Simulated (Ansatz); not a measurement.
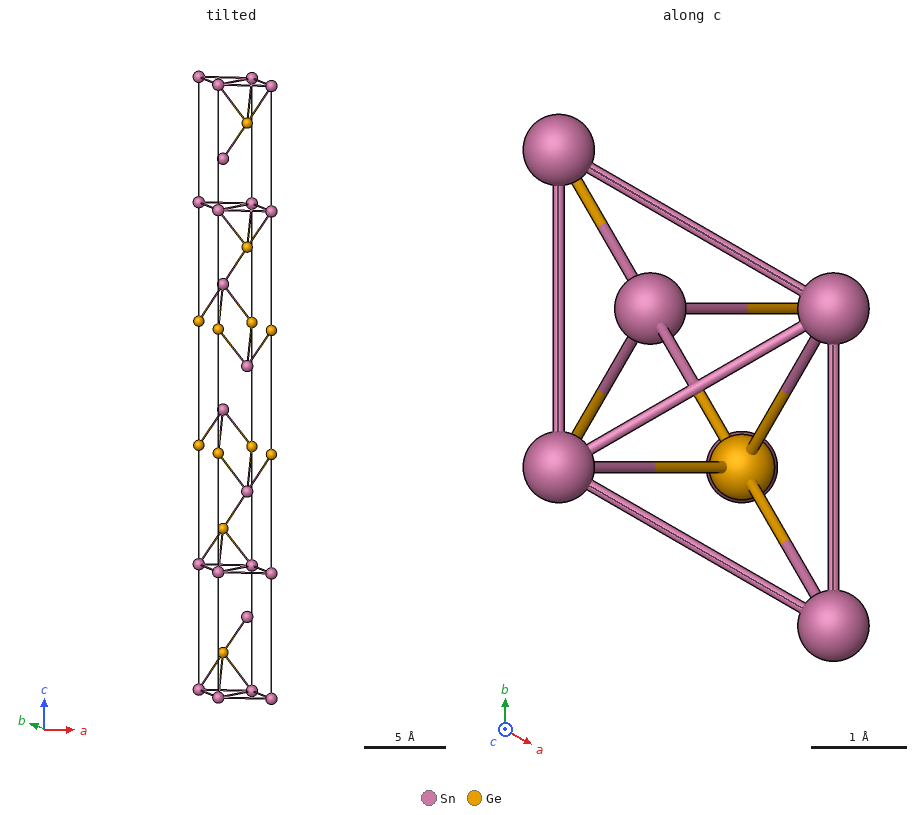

This ball-and-stick model is shown slightly off an axis and along the c axis. The lines enclose the conventional unit cell; boundary atoms appear with their images. Cell: a = 3.34 Å, b = 3.34 Å, c = 38.56 Å, α = 90.00°, β = 90.00°, γ = 120.00°.

The structure comes from a structure type filled with these elements by a generator (whether the compound takes this form wasn't checked). Earlier steps of the study may have refined or changed the cell and positions. A calculation with Ansatz used it as input.

> Caption:

Its composition is Sn$_{3}$Ge$_{2}$. The atoms follow space group R-3m (No. 166); the Bravais lattice is rhombohedral (trigonal R). In the cell are 9 Sn, 6 Ge, which makes 3 formula units. Counting contacts within bonding distance, the coordination numbers are Sn 9 to 12 (mean 10.0) and Ge 6.

Calculation details: DFT PBE, scalar-relativistic, plane waves, PAW in Ansatz; a kinetic-energy cutoff of 420 eV, k-points about 0.18 Å⁻¹ apart, Gaussian smearing of 0.1 eV, no spin polarisation.

> Does it come out as a metal, or with a gap?

A metal: bands cross the Fermi level.

> What net charge does each kind of atom have (Bader)?

Sn +0.07 to +0.12 e; Ge -0.13 e.

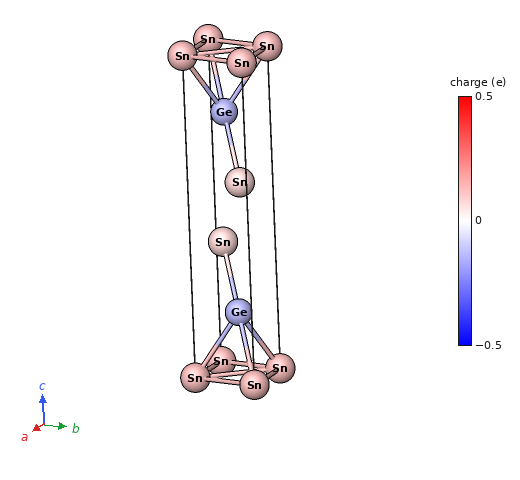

The atoms coloured by those charges. The run's cell of 5 atoms is drawn in a reduced setting, so axes and origin can differ from the first picture.

> Is the structure in equilibrium?

Yes. The largest force is 0.01 eV/Å. The pressure is 0.0 GPa, close to zero.
